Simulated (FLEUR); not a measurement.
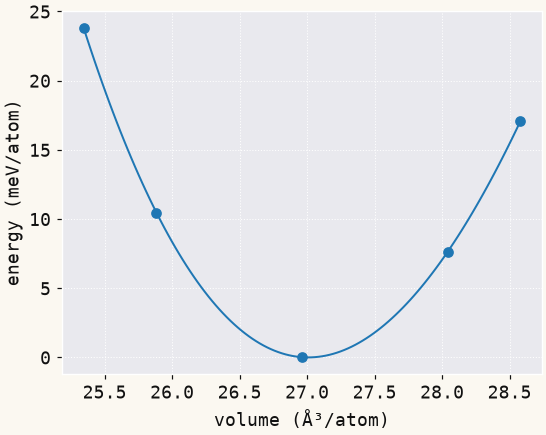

The figure shows the energy against volume.

Computed with FLEUR MaX-R8.1 (later development tree): all-electron LAPW DFT, no spin polarisation; energies at scaled volumes of the given cell, shape and fractions fixed, counted from the fit's minimum, third-order Birch-Murnaghan fit. Level: SCAN.

**For which of these solids was it computed?**
A. Ir, P6_3/mmc (No. 194)
B. Pd, P6_3/mmc (No. 194)
C. Sb, I4/mmm (No. 139)

C, Sb: energy from 0.02 meV/atom to 23.81 meV/atom, V0 27.01 Å³/atom, B0 66.3 GPa. The others give: Ir, energy from 1 meV/atom to 178 meV/atom, V0 13.94 Å³/atom, B0 406 GPa; Pd, energy from 0.40 meV/atom to 86.78 meV/atom, V0 14.81 Å³/atom, B0 190 GPa.

For Ir, limits of the calculation: shape and atomic fractions are frozen while scaling, which makes layered, chain and framework solids too stiff.

For Pd, limits of the calculation: shape and atomic fractions are frozen while scaling, which makes layered, chain and framework solids too stiff.

For Sb, limits of the calculation: shape and atomic fractions are frozen while scaling, which makes layered, chain and framework solids too stiff.
